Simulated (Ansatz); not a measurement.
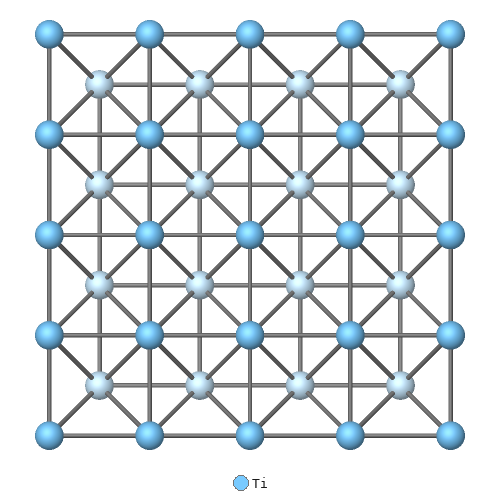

The system is S on a Ti(100) slab cut from the Fm-3m phase, its upper half relaxed before the scan (12 atoms of substrate and one adsorbate in a 2 × 2 cell); the picture shows it without the atoms that are moved over the map. S is moved over the surface cell; relaxed at each place: the height of the adsorbate's atoms; substrate rigid; the origin of the map has the adsorbate above Ti9. Places are given modulo a cell vector. The map is drawn in real space over the plane of the surface. The grid has 6 × 6 points; 10 points were computed and 26 follow by symmetry. Places are given in fractions of the 1 × 1 surface cell. Energies are in eV, from the lowest grid point. Level of theory: DFT PBE, scalar-relativistic, plane waves, PAW (Ansatz). Settings: cutoff 420 eV, k-mesh 5×5×1, gaussian smearing 0.1 eV, no spin polarisation.

Range: position of S13 along the first surface vector from 0.000 to 0.833; position of S13 along the second surface vector from 0.000 to 0.833.

Question: Predict the map.

Answer: The lowest grid point is at a fourfold hollow over a second-layer Ti atom, (3/6, 3/6) of the cell vectors. It is the only kind of minimum in the scanned range. The highest grid point, the top site over a surface Ti atom, (0/6, 0/6) of the cell vectors, lies 1.82 eV above the lowest. On the interpolated surface the easiest way out of the lowest well to its copy in the next cell or period passes a barrier of about 1.1 eV. At the lowest point the adsorbate has 4 Ti at 2.46 Å as nearest neighbours, at the highest 1 Ti at 2.18 Å. Its relaxed height above the top atom is 1.36 Å at the lowest and 2.18 Å at the highest point.

| second ↓, first → | 0/6 | 1/6 | 2/6 | 3/6 | 4/6 | 5/6 |
| --- | --- | --- | --- | --- | --- | --- |
| 5/6 | 1.72 | 1.61 | 1.26 | 0.92 | 1.26 | 1.61 |
| 4/6 | 1.39 | 1.26 | 0.86 | 0.47 | 0.86 | 1.26 |
| 3/6 | 1.07 | 0.92 | 0.47 | 0.00 | 0.47 | 0.92 |
| 2/6 | 1.39 | 1.26 | 0.86 | 0.47 | 0.86 | 1.26 |
| 1/6 | 1.72 | 1.61 | 1.26 | 0.92 | 1.26 | 1.61 |
| 0/6 | 1.82 | 1.72 | 1.39 | 1.07 | 1.39 | 1.72 |

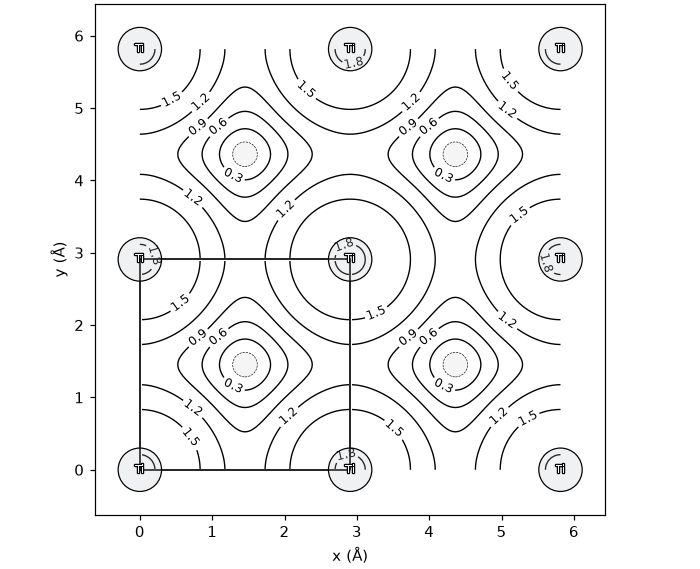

Drawn: contour lines labelled in eV, labelled circles for the atoms of the top layer and small ones for the second layer, the outline of one cell of the 2 × 2 shown. Between grid points the surface is interpolated.

Each point was launched as `ansatz run input.yaml --threads 4 --pin off --max-ram 12288MiB --backend cpu --events-out ev --progress --plain --runs-dir out`. The whole map (10 points run) took 9.3 min on 4 threads of Intel(R) Xeon(R) Platinum 8259CL CPU @ 2.50GHz (Skylake/Cascade Lake), on a shared host.

PAW datasets: the set soft_1.
